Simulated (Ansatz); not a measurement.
# Run report: ZrO2, geometry relaxation

ZrO2 (3 atoms in the cell), computed with DFT PBE+D3(BJ), scalar-relativistic, plane waves, PAW, PAW set soft_1, no spin polarisation (Ansatz 0.2.0).

The structure derives from an entry of the Crystallography Open Database. Figures and captions count atoms from 1; the log counts them from 0 in places.

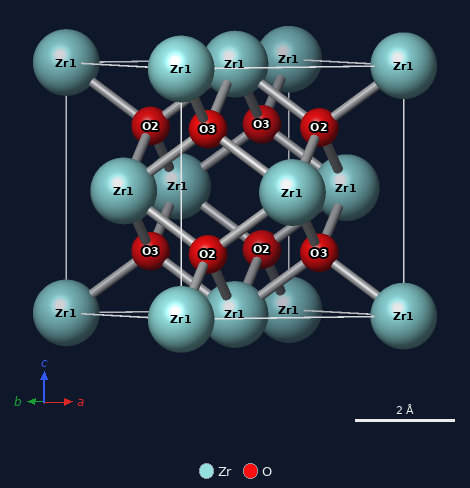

**Figure 1.** The structure as given in the input (ball-and-stick view of the cell 4 times as large as that of the calculation, set on its symmetry axes, seen at an oblique angle; atoms are numbered from 1 in the order of the input). An atom can appear more than once, as a periodic image. Near neighbours in the periodic cell (some may lie outside the picture): Zr has 8 O at 2.20 Å; O has 4 Zr at 2.20 Å.

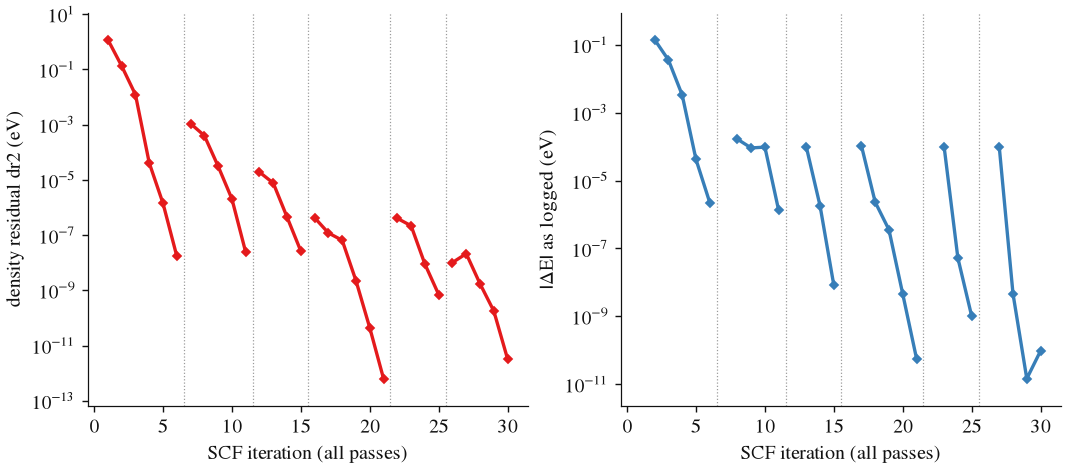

**Figure 2.** Convergence of the self-consistent field: density residual dr2 and size of the energy change against the SCF iteration. The dotted lines part the SCF passes of the relaxation: geometry steps, rejected trials and re-solves on a re-selected basis. The 6 passes take 4 to 6 iterations each, 30 in all.

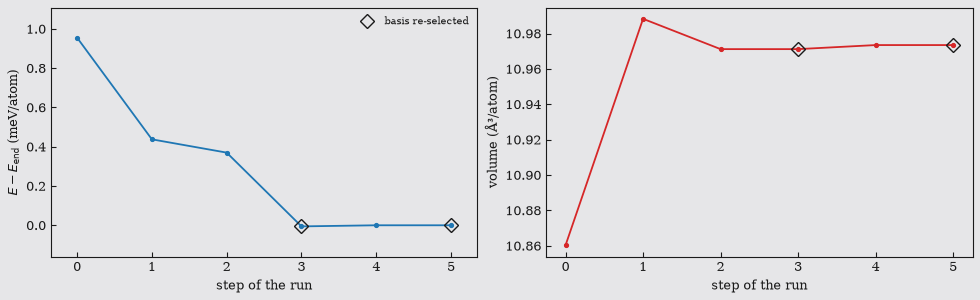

**Figure 3.** Progress of the relaxation, step by step (the first geometry is step 0 here and step 1 in the log). The atoms keep their places relative to the cell (all moves are under 0.005 Å). The energy falls by 1.0 meV per atom in 3 geometry steps. All forces vanish by symmetry, so only the cell relaxes. Pressure: 2.59 GPa at the start and 0.00 GPa at the end. 1 further SCF at an unchanged geometry re-selected the plane-wave basis for the new cell. The energy change given includes the shifts at the re-selections in mid-walk, which come without any move. A last SCF at the same geometry on a re-selected plane-wave basis shifts the energy by next to nothing (0.0 meV per atom).

These pictures come from the run below.

The input
```yaml
crystal:
  lattice:
    - [0.0, 2.535, 2.535]
    - [2.535, 0.0, 2.535]
    - [2.535, 2.535, 0.0]
  atoms:
    - { symbol: Zr, position: [0.0, 0.0, 0.0] }
    - { symbol: O, position: [0.25, 0.25, 0.25] }
    - { symbol: O, position: [0.75, 0.75, 0.75] }
basis:
  ecutwfc: 420
kpoints:
  mp_grid: { grid: [8, 8, 8] }
hamiltonian:
  xc: pbe
  pseudopotentials: { kind: paw, azcp: { folder: soft_1 } }
  dispersion: d3bj
scf:
  occupations: { method: gaussian, width: 0.02 }
output:
  forces: true
  stress: true
  eigenvalues: true
relax:
  adjacent_minimum: "off"
  f_tol: 0.005
  max_steps: 80
  cell: { stress_tol: 0.05 }
```

Launched with:
```bash
ansatz run input.yaml --threads 1 --pin off --max-ram 3072MiB --backend cpu --events-out ev --progress --plain --runs-dir out
```

Output
```
Engine: ansatz 0.2.0, aarch64-unknown-linux-gnu
Pseudopotentials: kind: paw
Pseudopotential: Zr, paw, valence charge 12, recommended cutoff 420 eV (normal), [file]
Pseudopotential: O, paw, valence charge 6, recommended cutoff 420 eV (normal), [file]
Functional definition: PBE
  parameter kappa = 0.804
  parameter beta = 0.06672455060314922
  exchange = pbe_x(kappa = kappa, mu = beta*pi^2/3)
  correlation = pbe_c(beta = beta)
Crystal: 3 atoms, lattice volume = 32.581 Å³
Basis set: ecut = 420 eV, 609 PW (Γ), exchange–correlation on 48×48×48 points (8 copies of the dense FFT grid, shifted against one another)
Bands: 16, of which v1, the nominal top of the filled ones, is band 12 counted from 1 (11 counted from 0)
Symmetry: 48 space group operations
Space group: Fm-3m (ITA 225), of the structure as read, at distance tolerance 3.2e-5 Å
k-points: 29 of 512
Non-local potential: Zr, projectors of the file, l = 0: 3, l = 1: 2, l = 2: 2, l = 3: 1
Non-local potential: O, projectors of the file, l = 0: 2, l = 1: 2, l = 2: 1
PAW form: soft (Blöchl's): semilocal exchange-correlation on the pseudo side does not see the compensation charge
PAW one-centre angular grid: Zr, 590 points (default); XC on 64 Gauss nodes
PAW one-centre angular grid: O, 110 points (default); XC on 64 Gauss nodes
Initial density: superposition of atomic densities (chi_scale 0.1, normalization cell, long waves kept (reshape's long-wave potential 0.00 eV rms))
Initial wavefunctions: pseudopotential atomic-orbital guess
Functional: x = pbe(κ = 0.804, μ = 0.2195149727645171), c = pbe(β = 0.06672455060314922)
SCF iter   1: F=—  HF=-5324.749348 eV  |F-HF|=—  |Δ(HF+E_count)|=         —  Δρ=6.08e-2  dr2=1.19e0  ethr=3.10e-3  ⟨swp⟩=6.0  Hψ=2264  notcnv=0
preconditioner: auto → none  [insulator: Δε(μ)=3.872 eV  Ē_g=17.547 eV  σ=0.020 eV  W_gap=1.00  n_scr=14 (ndim 8)  ℏωp=30.5 eV  f_vac=0.000  D(μ)=0.00/eV (n_scr^D=0)  ε∞_Penn≈4.0]
SCF iter   2: F=—  HF=-5324.607744 eV  |F-HF|=—  |Δ(HF+E_count)|=   1.42e-1  Δρ=2.56e-2  dr2=1.33e-1  ethr=3.10e-3  ⟨swp⟩=2.9  Hψ=1038  notcnv=0
SCF iter   3: F=—  HF=-5324.643657 eV  |F-HF|=—  |Δ(HF+E_count)|=   3.59e-2  Δρ=6.39e-3  dr2=1.22e-2  ethr=5.55e-4  ⟨swp⟩=2.0  Hψ=580  notcnv=0
SCF iter   4: F=—  HF=-5324.646972 eV  |F-HF|=—  |Δ(HF+E_count)|=   3.32e-3  Δρ=5.37e-4  dr2=4.12e-5  ethr=5.10e-5  ⟨swp⟩=2.1  Hψ=737  notcnv=0
SCF iter   5: F=—  HF=-5324.646930 eV  |F-HF|=—  |Δ(HF+E_count)|=   4.21e-5  Δρ=1.29e-4  dr2=1.41e-6  ethr=1.72e-7  ⟨swp⟩=2.1  Hψ=771  notcnv=0
SCF iter   6: F=-5324.646932 eV  HF=-5324.646932 eV  |F-HF|=7.61e-9  |Δ(HF+E_count)|=   2.25e-6  Δρ=9.27e-6  dr2=1.74e-8  ethr=4.17e-10  ⟨swp⟩=6.3  Hψ=2250  notcnv=0
SCF 1 converged in 6 iterations: F = -5324.646932 eV  dr2 = 1.74e-8
  greatest PAW one-centre occupation: 0.997 electrons in one spin orbital (limit 2), on the Zr atom at site 0 (counted from 0), in its partial waves of l = 0
relax step   1: F+E_penalty+E_count = -5324.64693202 eV  Δ(F+E_penalty+E_count) = +0.000e0 eV  max|allowed force component| = 2.409e-18 eV/Å  Δτ_max = 0.0000 Å  P = +2.590 GPa  Ω = 32.581 Å³  (6 SCF iters, dr2 threshold 1.00e-7 eV, accepted)
Crystal: 3 atoms, lattice volume = 32.965 Å³
Basis set: ecut = 420 eV, 645 PW (Γ), exchange–correlation on 48×48×48 points (8 copies of the dense FFT grid, shifted against one another)
Initial density: handed on by an earlier stage of this run
Initial wavefunctions: those handed on with the density
iter 1 solved again at ethr=5.66e-6 eV; its pass at ethr=3.10e-3 eV (dr2=1.36e-3 eV) is discarded
SCF iter   1: F=—  HF=-5324.648839 eV  |F-HF|=—  |Δ(HF+E_count)|=         —  Δρ=2.05e-3  dr2=1.09e-3  ethr=5.66e-6  ⟨swp⟩=1.2  Hψ=2687  notcnv=0
preconditioner: auto → none  [insulator: Δε(μ)=3.346 eV  Ē_g=17.249 eV  σ=0.020 eV  W_gap=1.00  n_scr=14 (ndim 8)  ℏωp=30.3 eV  f_vac=0.027  D(μ)=0.00/eV (n_scr^D=0)  ε∞_Penn≈4.1]
SCF iter   2: F=—  HF=-5324.648672 eV  |F-HF|=—  |Δ(HF+E_count)|=   1.67e-4  Δρ=1.17e-3  dr2=3.99e-4  ethr=4.55e-6  ⟨swp⟩=2.0  Hψ=809  notcnv=0
SCF iter   3: F=—  HF=-5324.648580 eV  |F-HF|=—  |Δ(HF+E_count)|=   9.18e-5  Δρ=3.09e-4  dr2=3.11e-5  ethr=1.66e-6  ⟨swp⟩=2.0  Hψ=652  notcnv=0
SCF iter   4: F=—  HF=-5324.648484 eV  |F-HF|=—  |Δ(HF+E_count)|=   9.70e-5  Δρ=8.45e-5  dr2=2.04e-6  ethr=1.29e-7  ⟨swp⟩=2.0  Hψ=655  notcnv=0
SCF iter   5: F=-5324.648485 eV  HF=-5324.648485 eV  |F-HF|=2.65e-8  |Δ(HF+E_count)|=   1.32e-6  Δρ=9.91e-6  dr2=2.39e-8  ethr=1.25e-9  ⟨swp⟩=5.8  Hψ=2164  notcnv=0
SCF 2 converged in 5 iterations: F = -5324.648485 eV  dr2 = 2.39e-8
relax step   2: F+E_penalty+E_count = -5324.64848490 eV  Δ(F+E_penalty+E_count) = -1.553e-3 eV  max|allowed force component| = 9.637e-18 eV/Å  Δτ_max = 0.0000 Å  P = -0.396 GPa  Ω = 32.965 Å³  energy of the carried Pulay correction = -1.043e-3 eV  (5 SCF iters, dr2 threshold 3.00e-7 eV, accepted)
Crystal: 3 atoms, lattice volume = 32.914 Å³
iter 1 solved again at ethr=9.82e-8 eV; its pass at ethr=3.10e-3 eV (dr2=2.36e-5 eV) is discarded
SCF iter   1: F=—  HF=-5324.648790 eV  |F-HF|=—  |Δ(HF+E_count)|=         —  Δρ=2.74e-4  dr2=1.91e-5  ethr=9.82e-8  ⟨swp⟩=2.1  Hψ=2657  notcnv=0
preconditioner: auto → none  [insulator: Δε(μ)=3.370 eV  Ē_g=17.267 eV  σ=0.020 eV  W_gap=1.00  n_scr=14 (ndim 8)  ℏωp=30.4 eV  f_vac=0.027  D(μ)=0.00/eV (n_scr^D=0)  ε∞_Penn≈4.1]
SCF iter   2: F=—  HF=-5324.648690 eV  |F-HF|=—  |Δ(HF+E_count)|=   1.00e-4  Δρ=1.61e-4  dr2=7.63e-6  ethr=7.96e-8  ⟨swp⟩=2.0  Hψ=696  notcnv=0
SCF iter   3: F=—  HF=-5324.648688 eV  |F-HF|=—  |Δ(HF+E_count)|=   1.82e-6  Δρ=3.73e-5  dr2=4.49e-7  ethr=3.18e-8  ⟨swp⟩=2.0  Hψ=650  notcnv=0
SCF iter   4: F=-5324.648688 eV  HF=-5324.648688 eV  |F-HF|=1.04e-8  |Δ(HF+E_count)|=   8.24e-9  Δρ=9.69e-6  dr2=2.63e-8  ethr=1.25e-9  ⟨swp⟩=4.1  Hψ=1513  notcnv=0
SCF 3 converged in 4 iterations: F = -5324.648688 eV  dr2 = 2.63e-8
relax step   3: F+E_penalty+E_count = -5324.64868809 eV  Δ(F+E_penalty+E_count) = -2.032e-4 eV  max|allowed force component| = 8.288e-18 eV/Å  Δτ_max = 0.0000 Å  P = -0.006 GPa  Ω = 32.914 Å³  energy of the carried Pulay correction = -9.039e-4 eV  (4 SCF iters, dr2 threshold 3.00e-7 eV, accepted)
Basis set: ecut = 420 eV, 645 PW (Γ), exchange–correlation on 50×50×50 points (8 copies of the dense FFT grid, shifted against one another)
Initial wavefunctions: pseudopotential atomic-orbital guess (no wavefunctions were taken with the density)
iter 1 solved again at ethr=3.30e-8 eV; its pass at ethr=3.10e-3 eV (dr2=7.91e-6 eV) is discarded
SCF iter   1: F=—  HF=-5324.649704 eV  |F-HF|=—  |Δ(HF+E_count)|=         —  Δρ=1.06e-4  dr2=4.25e-7  ethr=3.30e-8  ⟨swp⟩=3.4  Hψ=3823  notcnv=0
preconditioner: auto → none  [insulator: Δε(μ)=3.368 eV  Ē_g=17.266 eV  σ=0.020 eV  W_gap=1.00  n_scr=14 (ndim 8)  ℏωp=30.4 eV  f_vac=0.022  D(μ)=0.00/eV (n_scr^D=0)  ε∞_Penn≈4.1]
SCF iter   2: F=—  HF=-5324.649812 eV  |F-HF|=—  |Δ(HF+E_count)|=   1.08e-4  Δρ=5.03e-5  dr2=1.20e-7  ethr=1.77e-9  ⟨swp⟩=2.0  Hψ=788  notcnv=0
SCF iter   3: F=—  HF=-5324.649814 eV  |F-HF|=—  |Δ(HF+E_count)|=   2.33e-6  Δρ=2.38e-5  dr2=6.49e-8  ethr=5.01e-10  ⟨swp⟩=2.0  Hψ=636  notcnv=0
SCF iter   4: F=—  HF=-5324.649815 eV  |F-HF|=—  |Δ(HF+E_count)|=   3.57e-7  Δρ=3.97e-6  dr2=2.24e-9  ethr=2.70e-10  ⟨swp⟩=2.0  Hψ=693  notcnv=0
SCF iter   5: F=—  HF=-5324.649815 eV  |F-HF|=—  |Δ(HF+E_count)|=   4.56e-9  Δρ=5.26e-7  dr2=4.41e-11  ethr=9.32e-12  ⟨swp⟩=2.0  Hψ=730  notcnv=0
SCF iter   6: F=-5324.649815 eV  HF=-5324.649815 eV  |F-HF|=9.09e-13  |Δ(HF+E_count)|=  5.73e-11  Δρ=7.04e-8  dr2=6.36e-13  ethr=1.00e-12  ⟨swp⟩=5.1  Hψ=1898  notcnv=0
SCF 4 converged in 6 iterations: F = -5324.649815 eV  dr2 = 6.36e-13
relax step   4: F+E_penalty+E_count = -5324.64981470 eV  Δ(F+E_penalty+E_count) = -1.127e-3 eV  max|allowed force component| = 1.388e-17 eV/Å  Δτ_max = 0.0000 Å  P = +0.052 GPa  Ω = 32.914 Å³  stress off target by 5.24e-2 GPa  SCF on the basis re-selected at this cell (its energy is not comparable with the rows above)  (6 SCF iters)
basis re-selected at this cell: Δ(F+E_penalty+E_count) = -1.127e-3 eV, ΔP = +0.058 GPa vs the last step (what re-selecting the basis moved, of the pressure what is left beyond the Pulay correction that the steps carried, after the strain that the cell walked since its last selection, with what the two solves' SCF thresholds leave and, on support functions, any second-order correction that the steps lacked; it is no measure of the basis error at this ecutwfc). The dense FFT grid was sized anew with the basis: this SCF ran on 25×25×25 points, the steps before it on 24×24×24, so part of this shift can come from that change (see relax.cell in the input reference). This SCF's stress stands 5.24e-2 GPa from its target on what of the cell is left free (relax.cell.stress_tol is 5.00e-2 GPa) and its largest allowed force component is 1.39e-17 eV/Å (relax.f_tol is 5.00e-3 eV/Å): not within both, so this SCF does not close the relaxation
Crystal: 3 atoms, lattice volume = 32.920 Å³
iter 1 solved again at ethr=2.09e-9 eV; its pass at ethr=3.10e-3 eV (dr2=5.01e-7 eV) is discarded
SCF iter   1: F=—  HF=-5324.649697 eV  |F-HF|=—  |Δ(HF+E_count)|=         —  Δρ=3.95e-5  dr2=4.05e-7  ethr=2.09e-9  ⟨swp⟩=1.9  Hψ=2710  notcnv=0
preconditioner: auto → none  [insulator: Δε(μ)=3.367 eV  Ē_g=17.264 eV  σ=0.020 eV  W_gap=1.00  n_scr=14 (ndim 8)  ℏωp=30.4 eV  f_vac=0.022  D(μ)=0.00/eV (n_scr^D=0)  ε∞_Penn≈4.1]
SCF iter   2: F=—  HF=-5324.649798 eV  |F-HF|=—  |Δ(HF+E_count)|=   1.01e-4  Δρ=2.71e-5  dr2=2.18e-7  ethr=1.69e-9  ⟨swp⟩=2.0  Hψ=783  notcnv=0
SCF iter   3: F=—  HF=-5324.649798 eV  |F-HF|=—  |Δ(HF+E_count)|=   5.26e-8  Δρ=5.04e-6  dr2=8.95e-9  ethr=9.08e-10  ⟨swp⟩=2.0  Hψ=633  notcnv=0
SCF iter   4: F=-5324.649798 eV  HF=-5324.649798 eV  |F-HF|=1.82e-11  |Δ(HF+E_count)|=   1.02e-9  Δρ=1.47e-6  dr2=7.06e-10  ethr=2.86e-11  ⟨swp⟩=4.0  Hψ=1602  notcnv=0
SCF 5 converged in 4 iterations: F = -5324.649798 eV  dr2 = 7.06e-10
relax step   5: F+E_penalty+E_count = -5324.64979753 eV  Δ(F+E_penalty+E_count) = +1.717e-5 eV  max|allowed force component| = 1.022e-17 eV/Å  Δτ_max = 0.0000 Å  P = +0.001 GPa  Ω = 32.920 Å³  energy of the carried Pulay correction = -1.831e-5 eV  (4 SCF iters, dr2 threshold 6.87e-9 eV, accepted)
iter 1 solved again at ethr=3.08e-8 eV; its pass at ethr=3.10e-3 eV (dr2=7.39e-6 eV) is discarded
SCF iter   1: F=—  HF=-5324.649697 eV  |F-HF|=—  |Δ(HF+E_count)|=         —  Δρ=6.25e-6  dr2=1.02e-8  ethr=3.08e-8  ⟨swp⟩=3.4  Hψ=3830  notcnv=0
SCF iter   2: F=—  HF=-5324.649798 eV  |F-HF|=—  |Δ(HF+E_count)|=   1.01e-4  Δρ=8.66e-6  dr2=2.13e-8  ethr=4.27e-11  ⟨swp⟩=3.4  Hψ=1106  notcnv=0
SCF iter   3: F=—  HF=-5324.649798 eV  |F-HF|=—  |Δ(HF+E_count)|=   4.62e-9  Δρ=2.71e-6  dr2=1.73e-9  ethr=4.27e-11  ⟨swp⟩=2.0  Hψ=636  notcnv=0
SCF iter   4: F=—  HF=-5324.649798 eV  |F-HF|=—  |Δ(HF+E_count)|=  1.46e-11  Δρ=1.03e-6  dr2=1.79e-10  ethr=7.22e-12  ⟨swp⟩=2.4  Hψ=598  notcnv=0
SCF iter   5: F=-5324.649798 eV  HF=-5324.649798 eV  |F-HF|=0.00e0  |Δ(HF+E_count)|=  9.64e-11  Δρ=1.38e-7  dr2=3.27e-12  ethr=1.00e-12  ⟨swp⟩=4.2  Hψ=2365  notcnv=0
SCF 6 converged in 5 iterations: F = -5324.649798 eV  dr2 = 3.27e-12
relax step   6: F+E_penalty+E_count = -5324.64979753 eV  Δ(F+E_penalty+E_count) = -2.310e-10 eV  max|allowed force component| = 1.330e-17 eV/Å  Δτ_max = 0.0000 Å  P = +0.001 GPa  Ω = 32.920 Å³  stress off target by 9.85e-4 GPa  SCF on the basis re-selected at this cell (its energy is not comparable with the rows above)  (5 SCF iters)
basis re-selected at this cell: Δ(F+E_penalty+E_count) = -2.310e-10 eV, ΔP = +0.000 GPa vs the last step (what re-selecting the basis moved, of the pressure what is left beyond the Pulay correction that the steps carried, after the strain that the cell walked since its last selection, with what the two solves' SCF thresholds leave and, on support functions, any second-order correction that the steps lacked; it is no measure of the basis error at this ecutwfc). This SCF's stress stands 9.85e-4 GPa from its target on what of the cell is left free (relax.cell.stress_tol is 5.00e-2 GPa) and its largest allowed force component is 1.33e-17 eV/Å (relax.f_tol is 5.00e-3 eV/Å): within both
SCF converged after 5 iterations
Free energy (F): -5324.649798 eV
Harris-Foulkes:  -5324.649798 eV  (|F-HF|=0.00e0)
Internal energy: -5324.649798 eV  (E = F + TS)
E sigma→0 (E₀):  -5324.649798 eV
Fermi energy:    13.808448 eV
--- Per-component energies (eV) ---
  E_band       = -61.492179
  E_kinetic    = 656.425045
  E_local      = -1110.888082  (includes V_loc(G=0)·N_el)
  E_nonlocal   = 176.080510
  E_hartree    = 382.976673
  E_xc         = -300.437583
  E_vxc        = -368.893730  (∫ρ·V_xc dr)
  E_paw        = -3288.621453  (= ΣΔE_a)
  E_vpaw       = -180.170806  (= ΣTr[D̂ρ^β])
  E_aug_tail   = 0.001556  (compensation charges beyond the density's cutoff)
  E_ewald      = -1839.384014
  E_disp       = -0.802450  (pairwise vdW)
  E_smearing   = -0.000000  (= −TS)
  E_closure    = 0.000000  (closes the sum)
  Σ components = -5324.649798   (vs F -5324.649798, Δ=0.00e0)
--- Forces (eV/Å), atoms counted from 1 ---
  atom   1  Zr    -0.00000000     0.00000000     0.00000000
  atom   2  O      0.00000000     0.00000000     0.00000000
  atom   3  O     -0.00000000    -0.00000000    -0.00000000
  max |Σ_I F_I| component: 3.47e-18 eV/Å
--- Stress (GPa, compression-positive) ---
        0.000985       0.000000      -0.000000
        0.000000       0.000985       0.000000
       -0.000000      -0.000000       0.000985
  P = ⅓ Tr σ = 0.0010 GPa (0.010 kbar)
--- Band table (eV; the first three rows and the last of 29) ---
  k-point 0: bands = ["-35.9510", "-13.7668", "-13.7668", "-13.7668", "-6.0793", "-3.5104", "6.8855", "6.8855", "6.8855", "11.5917", "11.5917", "11.5917", "15.4919", "15.4919", "18.7130", "21.5068"]
  k-point 1: bands = ["-35.9441", "-13.8794", "-13.7773", "-13.7773", "-5.8611", "-3.6671", "7.0363", "7.0363", "7.3053", "11.2242", "11.3134", "11.3134", "15.7764", "15.7764", "19.1805", "20.9924"]
  k-point 2: bands = ["-35.9274", "-14.1329", "-13.8024", "-13.8024", "-5.3922", "-3.9472", "7.4062", "7.4062", "8.2946", "10.4901", "10.8243", "10.8243", "16.1853", "16.1853", "18.9608", "20.8538"]
  k-point 28: bands = ["-35.8878", "-14.2394", "-14.2394", "-13.9471", "-4.3224", "-4.3224", "7.3795", "7.4625", "9.7446", "9.7446", "10.7432", "11.9227", "16.5770", "16.7148", "18.4268", "18.4268"]
--- Relaxed structure (4 steps of the walk, 4 accepted, 2 SCFs on fresh bases) ---
  F+E_penalty+E_count = -5324.64979753 eV   max|allowed force component| = 1.330e-17 eV/Å   (the final SCF, on the basis selected at the relaxed cell)
  cell:  # Å, volume = 32.9205 Å³
    - [1.6559959106910665e-34, 2.543775249893141, 2.543775249893141]
    - [2.543775249893141, 2.547686016447795e-34, 2.543775249893141]
    - [2.543775249893141, 2.543775249893141, 2.547686016447795e-34]
  atoms:
    - { symbol: Zr, position: [1.4013397129697522e-34, -1.3904580821613514e-34, -6.056616784039515e-35] }
    - { symbol: O, position: [0.25, 0.25, 0.25] }
    - { symbol: O, position: [0.75, 0.75, 0.75] }
```

Trajectory as extended XYZ (Å, eV, eV/Å), 6 frames, from step=1 to step=6
```
3
Lattice="0.0000 2.5350 2.5350 2.5350 0.0000 2.5350 2.5350 2.5350 0.0000" Properties=species:S:1:pos:R:3:forces:R:3 step=1 energy=-5324.64693 pressure_GPa=2.59
Zr    0.0000    0.0000    0.0000    0.0000   0.0000   0.0000
O     1.2675    1.2675    1.2675    0.0000   0.0000   0.0000
O     3.8025    3.8025    3.8025    0.0000   0.0000   0.0000
3
Lattice="0.0000 2.5449 2.5449 2.5449 0.0000 2.5449 2.5449 2.5449 0.0000" Properties=species:S:1:pos:R:3:forces:R:3 step=2 energy=-5324.64848 pressure_GPa=-0.40
Zr    0.0000    0.0000    0.0000    0.0000   0.0000   0.0000
O     1.2725    1.2725    1.2725    0.0000   0.0000   0.0000
O     3.8174    3.8174    3.8174    0.0000   0.0000   0.0000
3
Lattice="0.0000 2.5436 2.5436 2.5436 0.0000 2.5436 2.5436 2.5436 0.0000" Properties=species:S:1:pos:R:3:forces:R:3 step=3 energy=-5324.64869 pressure_GPa=-0.01
Zr    0.0000    0.0000    0.0000    0.0000   0.0000   0.0000
O     1.2718    1.2718    1.2718    0.0000   0.0000   0.0000
O     3.8154    3.8154    3.8154    0.0000   0.0000   0.0000
3
Lattice="0.0000 2.5436 2.5436 2.5436 0.0000 2.5436 2.5436 2.5436 0.0000" Properties=species:S:1:pos:R:3:forces:R:3 step=4 energy=-5324.64981 pressure_GPa=0.05
Zr    0.0000    0.0000    0.0000    0.0000   0.0000   0.0000
O     1.2718    1.2718    1.2718    0.0000   0.0000   0.0000
O     3.8154    3.8154    3.8154    0.0000   0.0000   0.0000
3
Lattice="0.0000 2.5438 2.5438 2.5438 0.0000 2.5438 2.5438 2.5438 0.0000" Properties=species:S:1:pos:R:3:forces:R:3 step=5 energy=-5324.64980 pressure_GPa=0.00
Zr    0.0000    0.0000    0.0000    0.0000   0.0000   0.0000
O     1.2719    1.2719    1.2719    0.0000   0.0000   0.0000
O     3.8157    3.8157    3.8157    0.0000   0.0000   0.0000
3
Lattice="0.0000 2.5438 2.5438 2.5438 0.0000 2.5438 2.5438 2.5438 0.0000" Properties=species:S:1:pos:R:3:forces:R:3 step=6 energy=-5324.64980 pressure_GPa=0.00
Zr    0.0000    0.0000    0.0000    0.0000   0.0000   0.0000
O     1.2719    1.2719    1.2719    0.0000   0.0000   0.0000
O     3.8157    3.8157    3.8157    0.0000   0.0000   0.0000
```

Key numbers

```tsv
quantity	value
outcome	converged
space group (tolerance 0.01 Å)	Fm-3m (225)
electrons treated	24
free energy	−5324.6498 eV
Fermi energy	13.808 eV
gap on the k-point mesh	3.37 eV
pressure	0.00 GPa
final volume	32.92 Å³
largest force (length of the vector) at the end	under 0.001 eV/Å
final cell	a = 3.597 Å, b = 3.597 Å, c = 3.597 Å, α = 60.00°, β = 60.00°, γ = 60.00°
hardware	1 thread of Arm Neoverse V1, 24 GiB of memory available, shared host
wall time	6.4 s
peak memory	0.29 GiB
```
